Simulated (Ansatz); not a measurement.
# V_Si in SiC (F-43m): which k-points does the level need?

Question: how much does the k-point sampling change the (0/−1) level of V_Si in SiC (F-43m), and what does each choice cost? Model: a cell of 128 host atoms with 1 Si taken out.

Main program and level: Ansatz 0.2.0; plane-wave PAW DFT; relaxations with PBEsol, then single points with PBEsol, on supercells at fixed charge in a uniform background.

## 1. Starting point

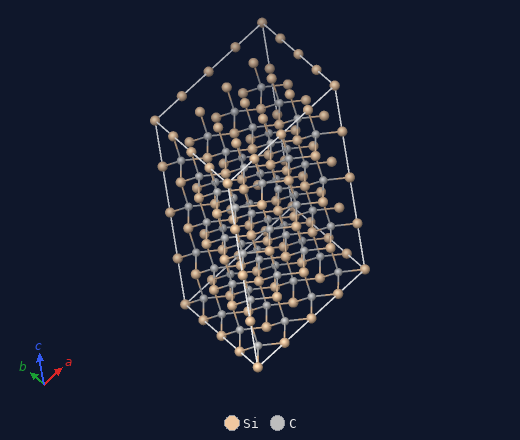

The cell as given, slightly off an axis (silicon light orange, carbon light grey). Bonds to atoms that aren't drawn are left out. Some periodic images of atoms are drawn too.

The cell holds 127 atoms: 63 Si and 64 C. Its edges and angles: a = 12.323 Å, b = 12.323 Å, c = 12.323 Å, α = 60.0°, β = 60.0°, γ = 60.0°. It derives from SiC (space group F-43m). Nearest the centre at fractional (0.500, 0.500, 0.500): C54 at 1.89 Å, C78 at 1.89 Å, C84 at 1.89 Å, C85 at 1.89 Å, Si77 at 3.08 Å, Si53 at 3.08 Å, Si83 at 3.08 Å, Si55 at 3.08 Å. The cell carries charge −1.

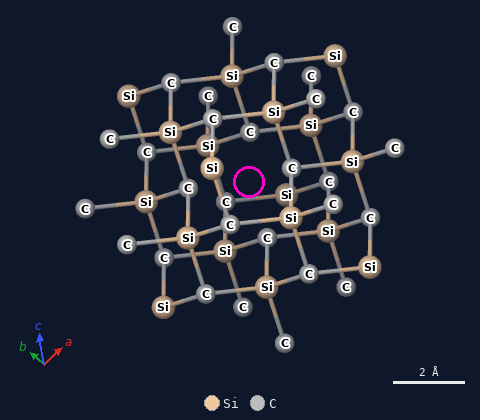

The atoms within 5 Å of the centre. A ring marks the centre wherever it is empty.

Screening for the image-charge correction: ε∞ = 7.06, ε0 = 10.44, computed on the host (DFPT, PBEsol).

The cell's shortest repeat is 12.3 Å.

## 2. Relaxing both charge states, PBEsol

The study needs fixed structures, so each charge is relaxed once, at one point at (¼, ¼, ¼), from small random displacements that break the symmetry of the site.

qm1_M3.relax/input.yaml

```yaml
crystal:
  lattice:
    - [0.0, 2.1784555, 2.1784555]
    - [2.1784555, 0.0, 2.1784555]
    - [2.1784555, 2.1784555, 0.0]
  atoms:
    - { symbol: Si, position: [0.0, 0.0, 0.0] }
    - { symbol: C, position: [0.25, 0.25, 0.25] }
  supercell: [4, 4, 4]
  defects: [{ vacancy: 84 }]
total_charge: -1
basis:
  ecutwfc: 420
  xc_grid: 2
hamiltonian:
  xc: pbesol
  pseudopotentials: { kind: paw, azcp: { folder: soft_1 }, xc_functional: pbe }
kpoints:
  mp_grid: { grid: [1, 1, 1], shift: [0.25, 0.25, 0.25] }
magnetization:
  spin_polarized: true
  initial_magnetization: 3
  spin_locking: { lock_magnetization: hard }
scf:
  occupations: { method: fixed }
  max_iter: 80
output:
  forces: true
  charged_corrections:
    epsilon: 7.06
    static_epsilon: 10.44
    defect_position: [0.5, 0.5, 0.5]
relax:
  f_tol: 0.015
  max_steps: 60
  random_displacement: { amplitude: 0.04, seed: 4456 }
checkpoint:
  write: "../qm1_M3.relax.run"
  compress: false
  write_wavefunctions: true
  write_every: 100000
```

Started as:

```sh
$ ansatz run input.yaml --threads 32 --pin off --max-ram 84787MiB --backend cuda --events-out ev --progress --plain --runs-dir out --max-vram 78GiB
```

Numbers of over 12 decimals in the logs are rounded to 6 here.

Output:

```text
[... repeated set-up lines and file paths are left out, and long positions are rounded to six places ...]
Engine: ansatz 0.2.0, aarch64-unknown-linux-gnu
Pseudopotentials: kind: paw
Pseudopotential: Si, paw, valence charge 4, recommended cutoff 420 eV (normal), soft_1/Si.paw.azcp
Pseudopotential: C, paw, valence charge 4, recommended cutoff 420 eV (normal), soft_1/C.paw.azcp
Functional definition: PBEsol
  exchange = pbesol_x
  correlation = pbesol_c
[...]
Crystal: 127 atoms, lattice volume = 1323.293 Å³
Basis set: ecut = 420 eV, 25893 PW (Γ), exchange–correlation on 180×180×180 points (8 copies of the dense FFT grid, shifted against one another)
Bands: 383, of which v1, the nominal top of the filled ones, is band 255 counted from 1 (254 counted from 0)
Symmetry: 1 space group operations
k-points: 1
Non-local potential: Si, projectors of the file, l = 0: 2, l = 1: 2, l = 2: 1
Non-local potential: C, projectors of the file, l = 0: 2, l = 1: 2, l = 2: 1
PAW form: soft (Blöchl's): semilocal exchange-correlation on the pseudo side does not see the compensation charge
PAW frozen core: Si, regenerated for the run's functional, and the local potential with it (the file was generated under x = pbe(κ = 0.804, μ = 0.219515), c = pbe(β = 0.066725))
PAW frozen core: C, regenerated for the run's functional, and the local potential with it (the file was generated under x = pbe(κ = 0.804, μ = 0.219515), c = pbe(β = 0.066725))
PAW one-centre angular grid: Si, 110 points (default); XC on 64 Gauss nodes
PAW one-centre angular grid: C, 110 points (default); XC on 64 Gauss nodes
Initial density: superposition of atomic densities (chi_scale 0.1, normalization cell)
Starting moments: Σ|m| = 3 μB on 127 of 127 sites
Initial wavefunctions: pseudopotential atomic-orbital guess
[...]
Functional: x = pbesol(κ = 0.804, μ = 0.123457), c = pbesol(β = 0.046)
SCF iter   1: F=—  HF=-55059.961915 eV  |Δ(HF+E_count)|=         —  Δρ=7.29e-2 (↑7.29e-2 ↓7.25e-2)  dr2=3.40e2  dr2_m=8.40e-1  M=3.000 μB ∫|m|=3.059 μB  Hψ=2592
preconditioner: auto → Resta (q_TF=auto, 2.327 Å⁻¹)  ε∞=4.2  [insulator: Δε(μ)=1.542 eV  Ē_g=12.789 eV  n_scr=282 (ndim 8)  ℏωp=23.0 eV  f_vac=0.000  ε∞_Penn≈4.2]
spin=Collinear: Resta preconditioning applied to the charge; magnetization (m = ρ↑ − ρ↓) channel mixes plain (no charge-response kernel on spin).
SCF iter   2: F=—  HF=-54983.750147 eV  |Δ(HF+E_count)|=    7.62e1  Δρ=4.10e-2 (↑4.10e-2 ↓4.09e-2)  dr2=1.04e2  dr2_m=3.92e-1  M=3.000 μB ∫|m|=3.038 μB  Hψ=1296
[...]
SCF iter   9: F=-54951.237547 eV  HF=-54951.237547 eV  |Δ(HF+E_count)|=   3.71e-7  Δρ=4.26e-6 (↑2.67e-6 ↓4.26e-6)  dr2=5.11e-7  dr2_m=6.35e-8  M=3.000 μB ∫|m|=3.192 μB  Hψ=1977
SCF 1 converged in 9 iterations: F = -54951.237547 eV  dr2 = 5.11e-7
[...]
relax step   1: F+E_penalty+E_count = -54951.23754699 eV  Δ(F+E_penalty+E_count) = +0.000e0 eV  max|allowed force component| = 1.986e0 eV/Å  Δτ_max = 0.0000 Å  (9 SCF iters, dr2 threshold 5.63e-6 eV, accepted)
[...]
relax step   2: F+E_penalty+E_count = -54953.45862149 eV  Δ(F+E_penalty+E_count) = -2.221e0 eV  max|allowed force component| = 1.162e0 eV/Å  Δτ_max = 0.1168 Å  (6 SCF iters, dr2 threshold 1.00e-4 eV, accepted)
[...]
relax step   4: F+E_penalty+E_count = -54954.25527898 eV  Δ(F+E_penalty+E_count) = -1.052e-6 eV  max|allowed force component| = 5.583e-2 eV/Å  Δτ_max = 0.0000 Å  (4 SCF iters, accepted)
[...]
relax step   6: F+E_penalty+E_count = -54954.25677117 eV  Δ(F+E_penalty+E_count) = -1.213e-3 eV  max|allowed force component| = 5.912e-3 eV/Å  Δτ_max = 0.0079 Å  (5 SCF iters, dr2 threshold 6.17e-7 eV, accepted)
[...]
relax step   7: F+E_penalty+E_count = -54954.25677122 eV  Δ(F+E_penalty+E_count) = -5.875e-8 eV  max|allowed force component| = 5.906e-3 eV/Å  Δτ_max = 0.0000 Å  (3 SCF iters, accepted)
[...]
NSCF: frozen V_eff on 1 k-points
[...]
SCF converged after 3 iterations
Magnetization: 3.0000 μB (256.0000 up, 253.0000 down)
Absolute magnetization: 3.2012 μB (∫|ρ↑−ρ↓|, with the PAW one-centre terms)
Spin contamination: 0.0138 ħ² per cell (⟨S²⟩ above its minimum at these occupations)
Per-site moments (μB) at R_I (Å): [(2.0281240856582062e-5, 0.777972), (-7.434519170487312e-5, 0.778787), (3.5563747698197164e-5, 0.778029), [... 6 left out ...]
Free energy (F): -54954.256771 eV
Harris-Foulkes:  -54954.256771 eV  (|F-HF|=1.10e-9)
Internal energy: -54954.256771 eV  (E = F + TS)
E sigma→0 (E₀):  -54954.256771 eV
Fermi energy:    9.882108 (↑ 9.882108, ↓ 9.162377) eV
--- Per-component energies (eV) ---
  E_band       = 1725.572402
  E_kinetic    = 8488.021737
  E_local      = -6311.183121  (includes V_loc(G=0)·N_el)
  E_nonlocal   = 2884.929600
  E_hartree    = 2086.626758
  E_xc         = -6655.783262
  E_vxc        = -6901.963401  (∫ρ·V_xc dr)
  E_paw        = -37514.485122  (= ΣΔE_a)
  E_vpaw       = -607.488960  (= ΣTr[D̂ρ^β])
  E_aug_tail   = 0.003073  (compensation charges beyond the density's cutoff)
  E_ewald      = -17935.725189
  E_core_change = 3.338755  (= ΣΔE_core)
  E_smearing   = -0.000000  (= −TS)
  E_closure    = -0.000000  (closes the sum)
  E_deformation_potential = -17.884343  (in the stress; not in F)
  Σ components = -54954.256771   (vs F -54954.256771, Δ=0.00e0)
--- Forces (eV/Å), atoms counted from 1 ---
  atom   1  Si    -0.00108507     0.00093277     0.00220620
  atom   2  C     -0.00031150    -0.00003579     0.00000010
  [... 4 atoms left out ...]
  [... 121 more lines of this table ...]
  max |Σ_I F_I| component: 1.15e-5 eV/Å
--- Charged-cell corrections in eV (Makov–Payne, q = -1.000 e, ε = 10.440) ---
  F (periodic)     = -54954.256771  (uncorrected; the corrections below are reported, never added to it)
  E_corr1          = +0.181430  (monopole, q²α_M/2εL)
  F Makov-Payne    = -54954.075341  (F + E_corr1; no measured alignment; for a localised charge, not one spread in a band: unchecked)
  no potential alignment in this run, which stands beside a crystal: run the host's input off ansatz write-host-input, and read the two finished runs by ansatz place-levels (neither reads a slab, a wire or a sheet, whose cell leaves a vacuum)
--- Band table (eV) ---
  k-point 0 ↑: bands = ["-6.0885", "-5.4856", "-5.1047", "-5.1047", "-5.0769", "-4.8985", "-4.8984", "-4.8325", "-4.7112", "-4.7112", [... rest cut ...]
  k-point 0 ↓: bands = ["-6.0730", "-5.4696", "-5.0901", "-5.0900", "-5.0668", "-4.8813", "-4.8812", "-4.8063", "-4.6899", "-4.6899", [... rest cut ...]
--- Relaxed structure (7 steps of the walk, 7 accepted, 0 SCFs on fresh bases) ---
  F+E_penalty+E_count = -54954.25677122 eV   max|allowed force component| = 5.906e-3 eV/Å
  atoms:
    - { symbol: Si, position: [-0.000120, -2.38718214908357e-5, -0.000122] }
    - { symbol: C, position: [0.062445, 0.062535, 0.062439] }
    [... 4 atoms left out ...]
  [... 121 more lines of this table ...]
```

Run time: 8.2 s. Hardware: 1 × NVIDIA GB200 with 32 threads of Arm Neoverse V2, shared host; peak memory 2 GiB; 30 s of CPU time.

Relaxation path:

```
step  energy less that of the first step (eV)  largest force component (eV/Å)
   1                                   0.0000                          1.9857
   2                                  -2.2211                          1.1616
   3                                  -3.0177                          0.0560
   4                                  -3.0177                          0.0558
   5                                  -3.0180                          0.0372
   6                                  -3.0192                          0.0059
   7                                  -3.0192                          0.0059
```

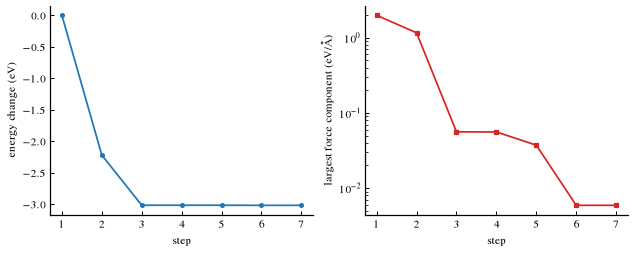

Energy and largest force along the relaxation.

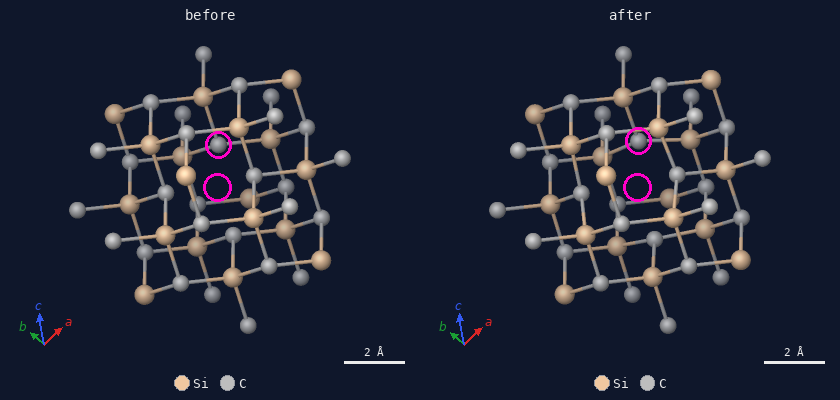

Before and after: the atoms that start within 5 Å of the centre. C85, which moves most, is ringed if it is among them. A ring with no atom in it marks the empty centre.

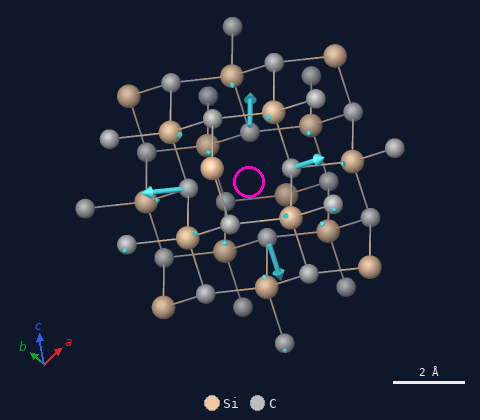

Displacements in the relaxation from the typed sites near the centre, exaggerated; the longest in the cell stands for 0.17 Å. A ring marks the centre wherever it is empty.

The atoms that moved most (Å, from the sites as typed, ahead of the random displacement):

```
 atom      dx      dy      dz  length
  C85   0.099   0.099   0.099   0.172
  C78  -0.094   0.096  -0.094   0.163
  C54   0.095  -0.094  -0.094   0.163
  C84  -0.093  -0.093   0.095   0.163
Si114   0.011   0.004  -0.012   0.017
 Si55  -0.012   0.004   0.011   0.017
 Si61  -0.012   0.011   0.004   0.017
 Si90   0.004   0.011  -0.012   0.017
```

Neighbours of the ideal centre at the end:

```
 atom  distance (Å)
  C78         2.050
  C84         2.050
  C54         2.051
  C85         2.057
Si108         3.064
 Si79         3.064
 Si86         3.064
 Si55         3.065
Si114         3.065
Si116         3.065
 Si92         3.065
 Si61         3.065
 Si90         3.065
 Si77         3.068
 Si53         3.069
 Si83         3.069
```

```
charge  moment set (μB)  steps  largest displacement (Å)   time
    −1                3      7                      0.17  8.2 s
     0                2      7                      0.20   11 s
```

The relaxation ends 24 meV an atom lower than the displaced start, with a largest force component of 0.0059 eV/Å.

(Continued in part 2 of 2.)

[Logs are printed without paths, hosts, clocks, repeated set-up lines and the standing remarks that a program may print on its own settings, such as how far it seeks lower states.]

[Hosts, paths, dates, database ids (printed as entryN), source tags and the programs' standing remarks are cut or masked in the printed files.]

[Where a table of states has a column of steps, it counts the stored structures, which are thinned; the runs took as many ionic steps or more.]

[For some hosts the program warned that the k-mesh of the response run may be too coarse for force constants and the static dielectric constant; such warnings are not shown here.]
